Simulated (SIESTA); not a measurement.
System: MnS, space group F-43m (No. 216).

The given structure:
```yaml
crystal:
  lattice:
    - [0.00000, 2.47346, 2.47346]
    - [2.47346, 0.00000, 2.47346]
    - [2.47346, 2.47346, 0.00000]
  atoms:
    - { symbol: Mn, position: [0.00000, 0.00000, 0.00000] }
    - { symbol: S, position: [0.75000, 0.75000, 0.75000] }
```

Calculation (SIESTA 5.4.2): DFT in numerical atomic orbitals with pseudopotentials, collinear spins; energies at scaled volumes of the given cell, shape and fractions fixed, counted from the fit's minimum, third-order Birch-Murnaghan fit. Level: PBEsol, collinear spin.

k mesh 7×7×7; occupations Fermi–Dirac; smearing width 0.05 eV; potentials PseudoDojo 0.4 standard, converted to PSML, two zetas on semicore shells; program settings basis DZP, mesh cutoff 800 Ry.

Predict the energy, pressure and cell moment against volume. The volume takes the values 14.22, 14.53, 14.83, 15.13, 15.44 Å³/atom.

A third-order Birch–Murnaghan fit gives V0 = 14.99 Å³/atom, B0 = 152 GPa and B′ = 4.7. The energy is 20.27 meV/atom at volume 14.22 Å³/atom and 5.99 meV/atom at 15.44 Å³/atom; the lowest computed point is at volume 15.13 Å³/atom (0.61 meV/atom). The pressure falls from 9.03 GPa at volume 14.22 Å³/atom to −4.24 GPa at 15.44 Å³/atom, and changes sign near 15.00 Å³/atom. The cell moment rises from 0.24 μB at volume 14.22 Å³/atom to 0.31 μB at 15.44 Å³/atom.

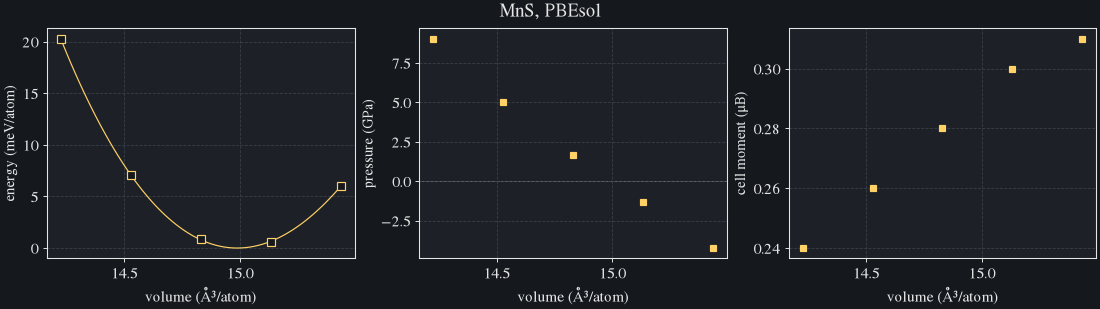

Limits of the calculation: mulliken charges of long orbitals; short basis over semicore shells.
